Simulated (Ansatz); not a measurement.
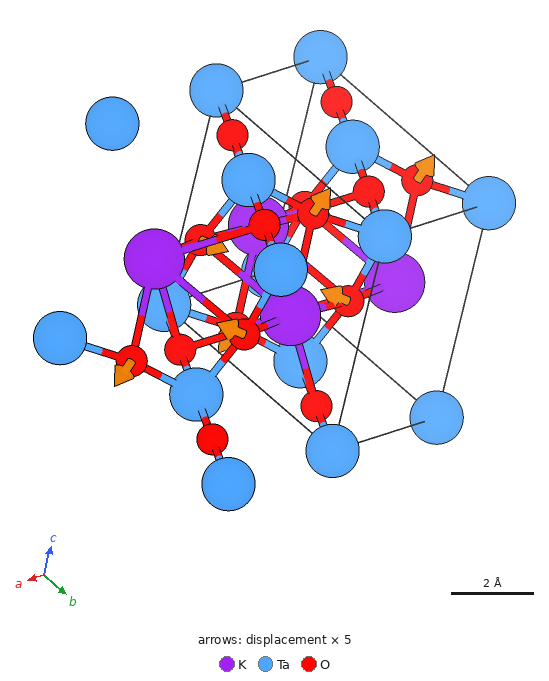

A relaxation of solid KTaO$_{3}$ (built on the SrTiO3-140 type type). The starting structure is drawn; orange arrows show the displacements (the part carried along by the change of the cell is left out), magnified 5 times.

Style: ball-and-stick. Shown: the cell of the calculation, repeated 2 × 1 × 1 with one cell outlined, slightly off an axis.

The calculation used DFT, PBEsol, plane waves, PAW (Ansatz). Set-up: plane-wave cutoff 420 eV; k-point mesh 6 × 6 × 6; occupations fermi dirac; smearing width 0.03 eV; no spin polarisation; cell and atoms relaxed; force threshold 0.01 eV/Å; at most 120 steps.

Question: Which element moves most?

Answer: Oxygen: up to 0.17 Å, against 0.00 Å for potassium.

Question: What happened in the run?

Answer: The energy falls by 8.3 meV per atom in 5 accepted moves (7 points after the start). Largest force component: 0.18 eV/Å at the start, under 0.0001 eV/Å at the end. Pressure: −2.20 GPa at the start and 0.00 GPa at the end. The SCF was repeated twice at an unchanged geometry on a basis and grid sized afresh for the cell, which shifted the energy by 0.3 meV per atom at most. The largest moves relative to the cell, 0.17 Å, are those of O atoms. K and Ta stay in place. The drawn cell changes as follows: a = b = c 5.654 → 5.636 Å (−0.3 %), α 120.2° → 120.0°, β 120.2° → 120.0°, γ 89.7° → 90.0°; the volume changes by −0.7 %. Among the contacts that change: K–O 2.947 → 2.818 Å, K–O 2.712 → 2.818 Å, O–Ta 2.001 → 1.993 Å, K–Ta 3.460 → 3.451 Å. Bond angles that change, for instance: Ta–O–Ta 170.4° → 180.0°, K–O–K 95.3° → 90.0°, K–O–K 175.2° → 180.0°. The space group (tolerance 0.01 Å) goes from I4/mcm (No. 140) to Pm-3m (No. 221).
